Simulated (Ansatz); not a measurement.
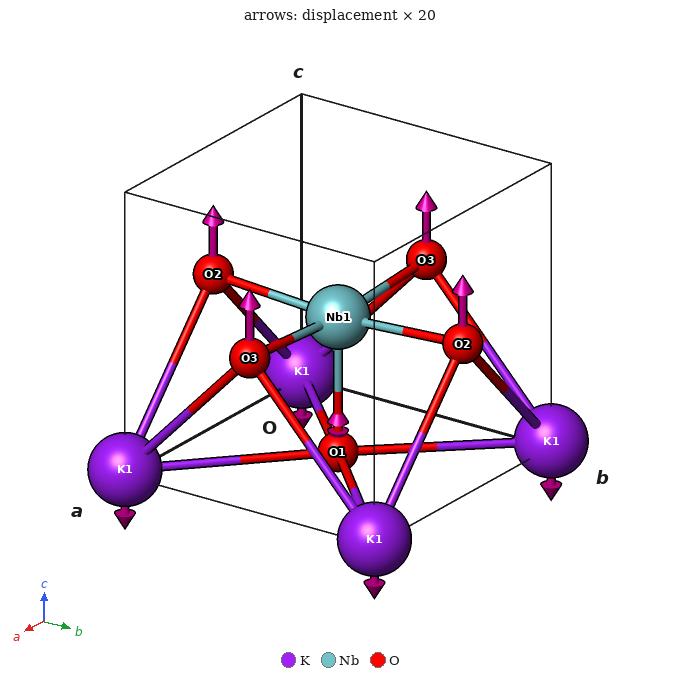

The structure has space group P4mm, No. 99, but lies close to a more symmetric one; the arrows, set on the atoms' surfaces, show each atom's displacement from its place in that idealised structure, magnified. Crystal: KNbO3, the geometry relaxed at fixed volume with DFT PBE, scalar-relativistic, plane waves, PAW (Ansatz). Symmetry computed with spglib at a tolerance of 0.002 Å; standard conventional cell.

```
K Nb O
1.0
     3.93039    0.00000    0.00000
     0.00000    3.93039    0.00000
     0.00000    0.00000    3.96622
K Nb O
1 1 3
Direct
  0.00000 0.00000 0.02197
  0.50000 0.50000 0.50910
  0.50000 0.50000 0.03435
  0.50000 0.00000 0.53829
  0.00000 0.50000 0.53829
```

### Which is the most symmetric group that a search with looser tolerances finds (in steps up to 1 Å, at an angle tolerance of 8°, moving no atom by more than 0.6 Å)?

Pm-3m (No. 221), cubic, found at a tolerance of 0.15 Å. The actual group is a subgroup of index 6: the point group loses a factor 6 (m-3m to 4mm), and all translations are kept.

### How large is the distortion?

Largest displacements (atoms of each element counted in list order): Nb1 0.08 Å, O2 0.04 Å, O3 0.04 Å, K1 0.03 Å; root mean square 0.05 Å; the largest principal strain of the cell against the idealised metric is 0.6 %.
